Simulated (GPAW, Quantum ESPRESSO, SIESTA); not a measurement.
# In-plane stress of bcc Mo under biaxial strain, SIESTA DZP, PBE

Calculated with SIESTA 5.4.2: PBE; DZP orbitals, shift 0.01 Ry, mesh 400 Ry; k-mesh 10×10×10. The first two cell vectors are strained alike from typed lattice constants; the third vector's length and the atoms are relaxed. The geometries are those relaxed at QE, PBE.

```
in-plane strain (%)  in-plane stress (GPa, compression positive)
                 -4                                            ?
                 -3                                        16.42
                 -2                                        10.07
                 -1                                        4.105
                  0                                       -1.288
                 +1                                       -6.309
                 +2                                       -11.28
                 +3                                       -15.27
                 +4                                       -18.72
```

Task: Fit a second-order form in the logarithmic strain to the rows given and extrapolate to the withheld row.

Worked fit:

With u = ln[(1 + ε)/(1 + ε0)], counted from the row at ε0 = +0 % where y0 = -1.288, a second-order form y = y0 + a u + b u² makes v = (y − y0)/u a line in u.

| u | v |
| --- | --- |
| -0.0304592 | -581.368 |
| -0.0202027 | -562.202 |
| -0.0100503 | -536.599 |
| 0.00995033 | -504.606 |
| 0.0198026 | -504.580 |
| 0.0295588 | -473.023 |
| 0.0392207 | -444.459 |

With n = 7: mean u = 0.00540289, mean v = -515.262, Σ(u − ū)² = 0.0041357, Σ(u − ū)(v − v̄) = 7.5193. Slope b = 7.5193 / 0.0041357 = 1818.1; intercept a = v̄ − b ū = -525.09.

At the withheld row u = -0.04082, v = a + b u = -599.3, and y = y0 + u v.

Prediction at -4: 23.18 GPa. The run gave 22.88 GPa, so the fit is high by 0.30 GPa (1.3 % of the value).

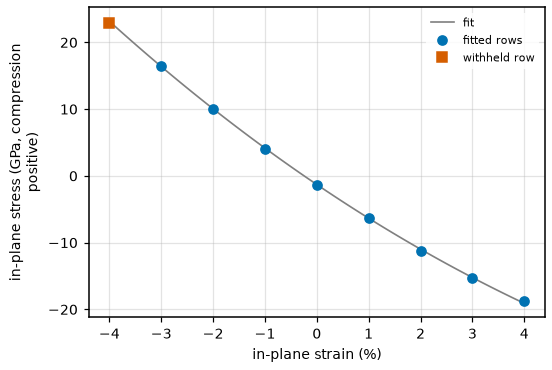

The fit, the rows that it rests on and the withheld row.

The first-order term gives a biaxial modulus of 525 GPa at ε0. The second-order term makes up 12 % of v at the withheld row. Among the rows given, the largest miss of the fit is at +4, by 0.37 GPa (0.88 % of the range of the table).

Limits: The nuclei are static. The DFT runs use Fermi–Dirac occupations of width 0.1 eV, and energies are free energies.

[Logs are printed without paths, hosts, clocks, repeated set-up lines and the standing remarks that a program may print on its own settings, such as how far it seeks lower states.]

[Hosts, paths, dates, database ids (printed as entryN), source tags and the programs' standing remarks are cut or masked in the printed files.]
